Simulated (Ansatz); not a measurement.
Ru

```xyz
1
Lattice="2.5452 0.0000 0.0000 0.0000 2.5452 0.0000 0.0000 0.0000 2.5452" Properties=species:S:1:pos:R:3 pbc="T T T"
Ru    0.0000    0.0000    0.0000
```

Space group Pm-3m; set up as Ru, simple cubic; a generated structure, not necessarily the stable one; changed on purpose from its base cell (volume × 1.04); computed pressure about −8 GPa in this cell; computed without spin polarisation.

Computed with DFT, PBE, plane waves (420 eV) with PAW, scalar-relativistic (Ansatz).

What will maps of the valence pseudo-density and electron localisation function show?

Answer. Ru–Ru (2.55 Å): ρ is about 0.49 e/Å³ halfway; the ELF is about 0.25 at the midpoint: no shared electron pair shows on this line.

Does the calculation give a band gap?

Answer. It is gapless in this calculation (a metal or semimetal).

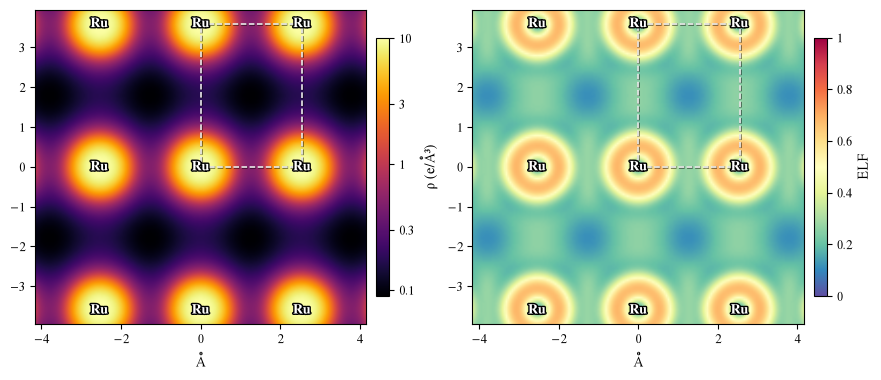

Computed valence pseudo-density and electron localisation function on the (011) plane of the conventional cell, in this order. 

The density is the valence pseudo-density of a PAW calculation; it isn't the true density close to the nuclei.
